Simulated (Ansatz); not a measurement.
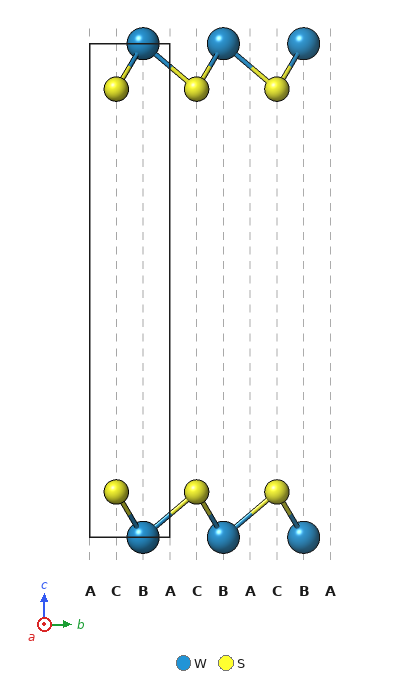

Projection along an edge of the hexagonal mesh, stacking direction c upwards. The dashed lines mark the three columns A (0, 0), B (1/3, 2/3) and C (2/3, 1/3). The sequence starts with the first layer at or above the cell's origin.

System WS₂ (space group P-6m2, No. 187); source of the atomic positions: the input geometry of an electronic-structure calculation (not necessarily at equilibrium).

Question: Give the sequence of layers in one repeat, with element and column.

Answer: W(B) – S(C) – S(C) (three layers in 16.95 Å).

Question: How are the S layers alone stacked?

Answer: S layers alone: CC, a sequence in which some neighbouring layers lie directly above each other.

Question: Which positions between or in the S layers do the other atoms fill?

Answer: W: one trigonal-prismatic site in each hexagonal cell. One of the two gaps between S layers is empty, 13.83 Å wide.

Question: What short polytype symbol fits?

Answer: Polytype symbol 1H, the symbol of a layered MX2 polytype (number of slabs in the repeat and lattice).
